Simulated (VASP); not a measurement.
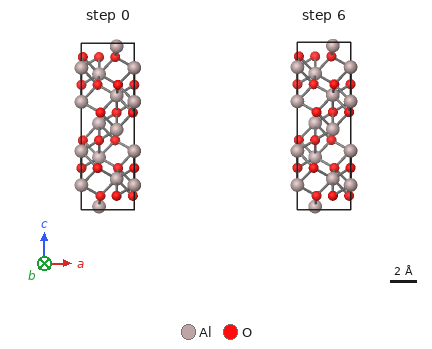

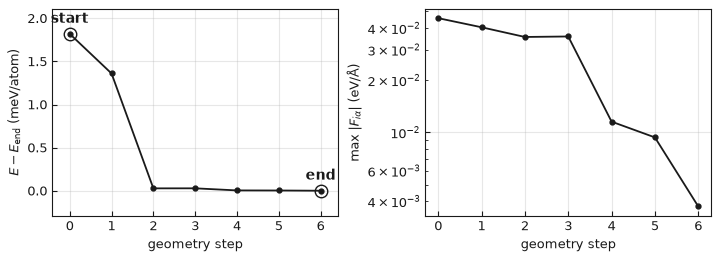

First and last geometry of a relaxation of solid Al$_{2}$O$_{3}$ (set up in R-3c), with the history of the run. A ball-and-stick model of the conventional cell (3 times the calculation's cell), seen along the b axis. Lengths and directions refer to the drawn axes.

The run lets cell and atoms move.

Level of theory: Kohn-Sham DFT of a periodic cell, rev-vdW-DF2, VASP PAW PBE potentials, recommended in VASP 6.6.1.

The input:
```
SYSTEM = Al2O3
PREC = Accurate ; ENCUT = 600
EDIFF = 1E-6 ; ISMEAR = -1
SIGMA = 0.05 ; LREAL = .False.
LASPH = .True. ; NELM = 100
ALGO = Normal ; ISIF = 3
LWAVE = .False. ; LCHARG = .False.
GGA = MK ; LUSE_VDW = .True.
AGGAC = 0.0 ; PARAM1 = 0.1234
PARAM2 = 0.711357 ; ZAB_VDW = -1.8867
IBRION = 2 ; NSW = 60
EDIFFG = -0.005
```

Launched with:
```bash
cat potpaw_PBE.64/Al/POTCAR potpaw_PBE.64/O/POTCAR > POTCAR
mpirun -np 1 vasp_std > vasp.out
```

**What do the curves and the structures tell?**

It converged. No atom moves by more than 0.005 Å relative to the cell. Cell: a = b 4.761 → 4.790 Å (+0.6 %), c 12.996 → 13.053 Å (+0.4 %). Volume +1.7 %. Among the contacts that change: Al–O 1.854 → 1.866 Å, Al–O 1.973 → 1.983 Å. The space group stays R-3c (No. 167). After 6 geometry steps the energy has fallen by 1.8 meV per atom. Largest force component: 0.046 eV/Å at the start, 0.0037 eV/Å at the end. Pressure: 4.04 GPa at the start and −0.05 GPa at the end.
